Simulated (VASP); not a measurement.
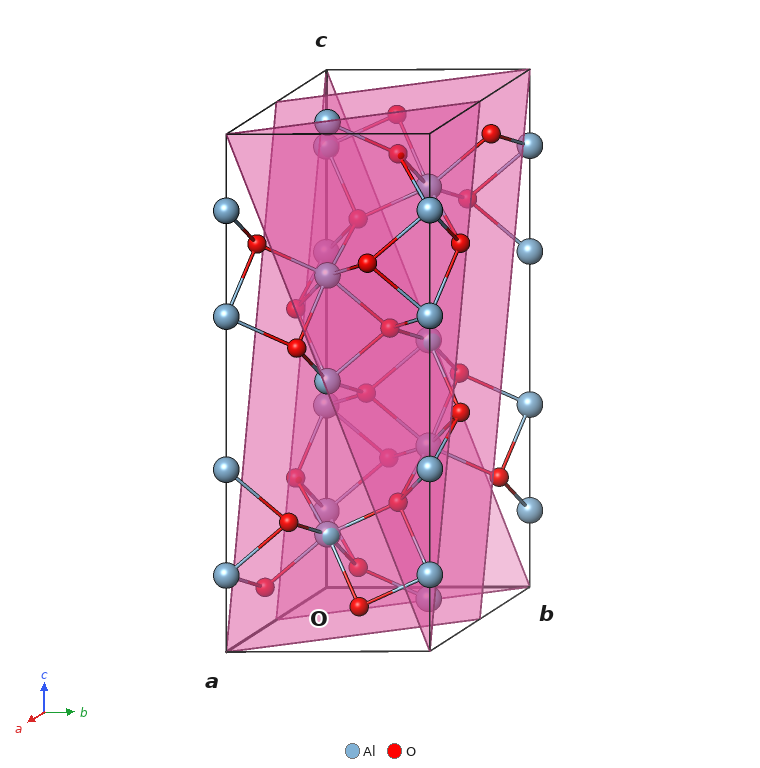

Crystal: Al2O3, an entry of the Crystallography Open Database, as set up for an electronic-structure calculation. Every member of one family of equally spaced planes, hx + ky + lz = a whole number, that cuts the unit cell is shaded (one member passes through the origin O, touching the cell only at an edge or corner). Geometry calculated from the standardised cell; symmetry tolerance 0.002 Å.

a = 4.760 Å, b = 4.760 Å, c = 12.996 Å, α = 90.00°, β = 90.00°, γ = 120.00°.

Which (hkl) family is drawn?

Answer. (2 1 1), in four indices (2 1 −3 1); the opposite sign names the same planes. The member next to the origin meets the axes a at 1/2, b at 1, c at 1.

What is the spacing?

Answer. d = 1.547 Å.

Which atoms of the cell lie in these planes (within 0.03 Å)?

Answer. No atom.

The space group is R-3c (No. 167, hexagonal axes). How many reflections hkl are equivalent to this one (itself included), and does it occur?

Answer. 12 reflections are equivalent in the Laue class -3m. The space group allows the reflection.
